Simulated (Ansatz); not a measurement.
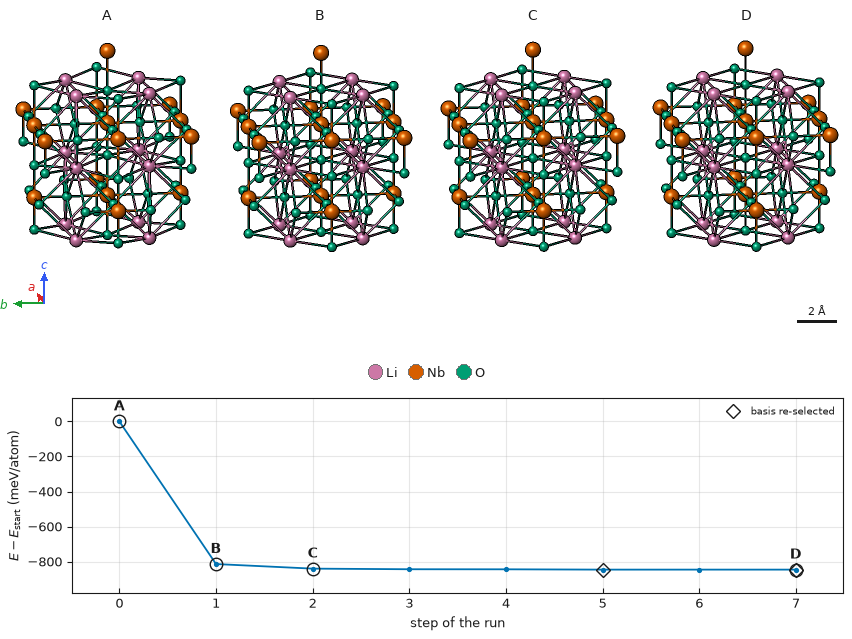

Frames of a relaxation of crystalline LiNbO₃ (built on the CsInF3-225 type type), marked on the history of the run. Style: ball-and-stick. Shown: the atoms within 5.8 Å of the atom that moves most (axes of the conventional cell (4 times the calculation's cell)), from a free direction. Lengths and directions refer to the drawn axes.

The calculation used DFT, PBEsol, plane waves, PAW in Ansatz 0.2.0. Settings: plane-wave cutoff 420 eV; k-point mesh 6 × 6 × 6; occupations fermi dirac; smearing width 0.03 eV; no spin polarisation; cell and atoms relaxed; force threshold 0.01 eV/Å; at most 120 steps.

**Describe the path.**

After 5 accepted moves (7 points after the start) the energy has fallen by 846 meV per atom. Largest force component: 14 eV/Å at the start, under 0.0001 eV/Å at the end. Pressure: 34.14 GPa at the start and 0.01 GPa at the end. The SCF was repeated twice at an unchanged geometry on a basis and grid sized afresh for the cell, which shifted the energy by 1.8 meV per atom at most. The largest moves relative to the cell, 0.21 Å, are those of O atoms. Li and Nb stay in place. The volume changes by +3.3 %, with a = b = c 7.769 → 7.852 Å (+1.1 %). Near-neighbour distances that change, for instance: Nb–O 1.732 → 1.963 Å, Nb–O 2.152 → 1.963 Å, Li–O 2.755 → 2.776 Å. The space group (tolerance 0.01 Å) goes from Fm-3m (No. 225) to Pm-3m (No. 221). Cost: 11 s on 4 threads of Arm Neoverse V1, with other jobs on the host, peak memory 0.5 GiB. From step 0 to 1: O atoms move most (0.19 Å), volume −2.6 %, energy −814 meV per atom. From step 1 to 2: volume +4.2 %, energy −26.2 meV per atom. From step 2 to 7: volume +1.7 %, energy −5.7 meV per atom.

```json
{"step": "0", "E − E(0), meV/atom": "0.00", "largest force component, eV/Å": "14.0579", "pressure, GPa": "34.14", "volume, Å³/atom": "11.721", "note": ""}
{"step": "1", "E − E(0), meV/atom": "-813.96", "largest force component, eV/Å": "1.1692", "pressure, GPa": "13.37", "volume, Å³/atom": "11.416", "note": ""}
{"step": "2", "E − E(0), meV/atom": "-840.12", "largest force component, eV/Å": "0.7117", "pressure, GPa": "3.39", "volume, Å³/atom": "11.901", "note": ""}
{"step": "3", "E − E(0), meV/atom": "-843.63", "largest force component, eV/Å": "0.0013", "pressure, GPa": "-0.90", "volume, Å³/atom": "12.141", "note": ""}
{"step": "4", "E − E(0), meV/atom": "-843.98", "largest force component, eV/Å": "0.0001", "pressure, GPa": "0.00", "volume, Å³/atom": "12.087", "note": ""}
{"step": "5", "E − E(0), meV/atom": "-845.78", "largest force component, eV/Å": "0.0001", "pressure, GPa": "0.27", "volume, Å³/atom": "12.087", "note": "same geometry, new basis"}
{"step": "6", "E − E(0), meV/atom": "-845.73", "largest force component, eV/Å": "0.0000", "pressure, GPa": "0.01", "volume, Å³/atom": "12.103", "note": ""}
{"step": "7", "E − E(0), meV/atom": "-845.78", "largest force component, eV/Å": "0.0000", "pressure, GPa": "0.01", "volume, Å³/atom": "12.103", "note": "same geometry, new basis"}
```
